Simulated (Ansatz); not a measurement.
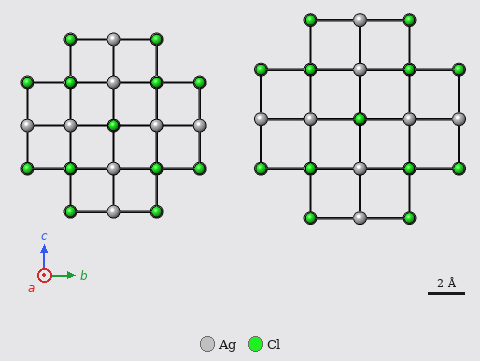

Two geometries of a crystal of AgCl (a generated structure, set up in Fm-3m), drawn at one scale. One is the start of a relaxation, the other its converged end. Style: ball-and-stick. Shown: the conventional cell (4 times the calculation's cell), along the a axis. Lengths and directions refer to the drawn axes.

Computed with DFT, PBE, PAW with Ansatz's default frozen-core files, scalar-relativistic in Ansatz 0.2.0. (plane-wave cutoff 420 eV; k-point mesh 12 × 12 × 12; occupations fermi dirac; smearing width 0.08 eV; no spin polarisation; cell and atoms relaxed; force threshold 0.005 eV/Å; at most 80 steps)

Question: Which one is relaxed?

Answer: The right one is the relaxed one. Case: cell and atoms relaxed from a first guess. No atom moves by more than 0.005 Å relative to the cell. The volume changes by +51.8 %, with a = b = c 4.881 → 5.610 Å (+14.9 %). Among the contacts that change: Ag–Cl 2.441 → 2.805 Å. The space group stays Fm-3m (No. 225). The energy falls by 1.608 eV per cell of the calculation in 7 accepted moves (9 points after the start). All forces vanish by symmetry, so only the cell relaxes. The pressure goes from 52.38 to 0.03 GPa. At 2 points the geometry stayed and the basis and grid were re-selected for the new cell (energy shift of 26.8 meV per cell of the calculation at most each time).
